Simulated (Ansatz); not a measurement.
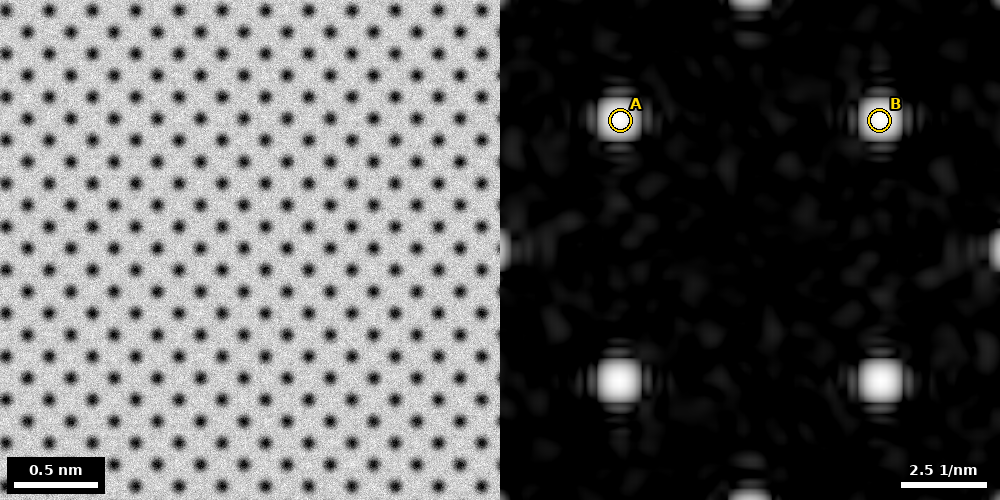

HRTEM-like image of Ni (Fd-3m, No. 227) along [001]. Simulated in the weak-phase-object approximation with neutral-atom potentials: 300 kV, Cs = 20 µm, defocus −75 Å (negative is underfocus), defocus spread 12 Å, aperture 1.36 1/Å. Shot noise was added. Structure: a calculation's starting geometry; the starting structure was generated, so it need not be a known form of this composition.

The right panel is the modulus of the image's Fourier transform on a logarithmic scale.

a = 5.190 Å, b = 5.190 Å, c = 5.190 Å, α = 90.00°, β = 90.00°, γ = 90.00°

**Index the marked spots and give their plane spacings (the zone axis points at the viewer; indices equivalent by symmetry, or all signs reversed, are as good).**

A: (-2 -2 0), d = 1.83 Å; B: (-2 2 0), d = 1.83 Å. A and B enclose 90°, and every spot obeys the zone law hu + kv + lw = 0 for [001].
